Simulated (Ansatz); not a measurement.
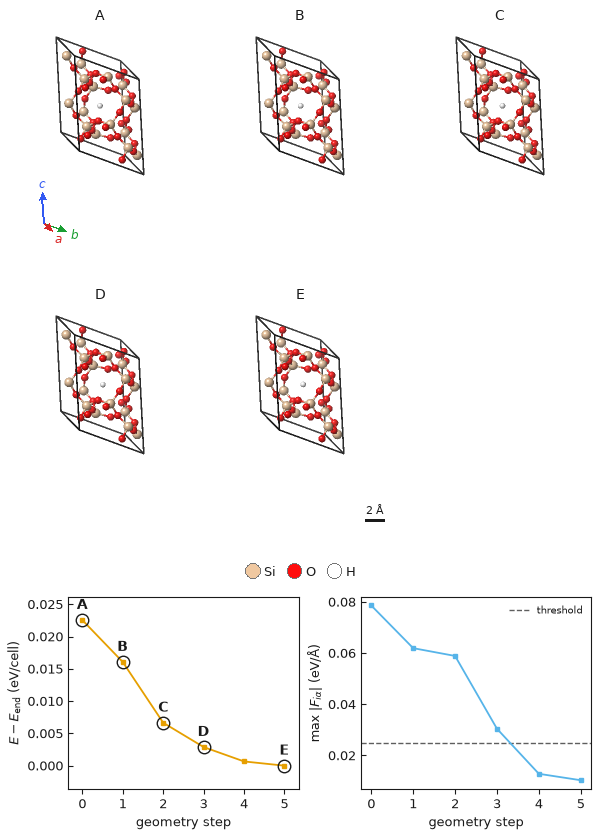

Frames of a relaxation of a defect cell of composition Si16HO32, marked on the history of the run. The picture is a ball-and-stick view of the cell of the calculation (origin shifted), seen slightly off an axis.

Case: H interstitial, charge +0, atoms relaxed at the host's cell.

Theory: DFT PBE, scalar-relativistic, plane waves, PAW (Ansatz 0.2.0). Settings: plane-wave cutoff 420 eV; k-point mesh 2 × 2 × 2; occupations gaussian; smearing width 0.01 eV; mesh shifted by (0.5, 0.5, 0.5); collinear spin; atoms relaxed in a fixed cell; force threshold 0.025 eV/Å; at most 45 steps.

Q: What happens along the run?

A: The energy falls by 22.6 meV per cell of the calculation in 5 geometry steps. The largest force component goes from 0.079 to 0.01 eV/Å. The atom that moves furthest is the H atom (0.38 Å roughly along [2 2 1]). By element the largest moves are H 0.38 Å, O 0.14 Å, Si 0.07 Å. The cell doesn't change. Bond angles that change, for instance: Si–O–Si 175.1° → 172.1°, Si–O–Si 148.6° → 145.7°, Si–O–Si 175.1° → 173.1°. From step 0 to 1: the H atom moves most (0.08 Å), energy −6.5 meV per cell of the calculation. From step 1 to 2: the H atom moves most (0.20 Å), energy −9.4 meV per cell of the calculation. From step 2 to 3: the H atom moves most (0.16 Å), energy −3.8 meV per cell of the calculation. From step 3 to 5: the H atom moves most (0.10 Å), energy −2.9 meV per cell of the calculation.
